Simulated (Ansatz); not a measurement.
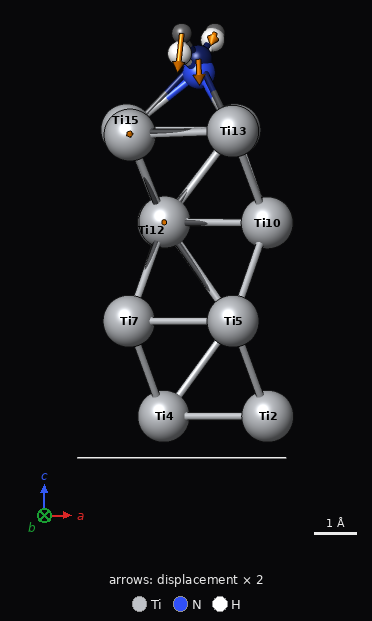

A constrained relaxation of a slab of composition Ti16H2N (cut from the P6_3/mmc phase). The starting structure is drawn faded, the final one solid; orange arrows show the displacements, magnified 2 times.

The picture is a ball-and-stick view of the cell of the calculation, outlined in the plane, without the vacuum (origin shifted), seen along the b axis.

Case: 1 NH2 a cell, anchor, over a hollow Ti-Ti-Ti site. The slab is the (0 0 1) face of Ti with NH2 on it. 8 atoms are held fixed.

All numbers below come from DFT PBE+D3(BJ), scalar-relativistic, plane waves, PAW in Ansatz. Settings: plane-wave cutoff 420 eV; k-point mesh 4 × 4 × 1; occupations gaussian; smearing width 0.1 eV; collinear spin; dipole correction; atoms relaxed in a fixed cell; force threshold 0.04 eV/Å; at most 100 steps.

**Atoms of which element are displaced furthest, and by how much?**

Hydrogen: up to 0.49 Å, against 0.33 Å for nitrogen.

**Describe the change and its energy.**

The largest move is that of an H atom, 0.49 Å at 11° to the normal (−c side). Largest moves by element: H 0.49 Å, N 0.33 Å, Ti 0.08 Å. The cell stays as it was. Some distances before and after: N–Ti 2.424 → 2.147 Å, N–Ti 2.424 → 2.216 Å, Ti–Ti 2.886 → 3.001 Å, Ti–Ti 2.886 → 2.772 Å. Bond angles that change, for instance: Ti–N–H 99.7° → 85.5°, Ti–N–H 99.0° → 85.3°, Ti–N–Ti 73.1° → 85.2°. The energy falls by 0.450 eV per cell of the calculation in 7 accepted moves (8 points after the start). Largest force component: 2.1 eV/Å at the start, 0.0079 eV/Å at the end. 1 step only repeated the SCF at the same geometry. The program noted that the starting moments weren't kept.

Limits of the set-up: the periodic images lie only 5.8 Å apart, so the values are limited by the cell's size.
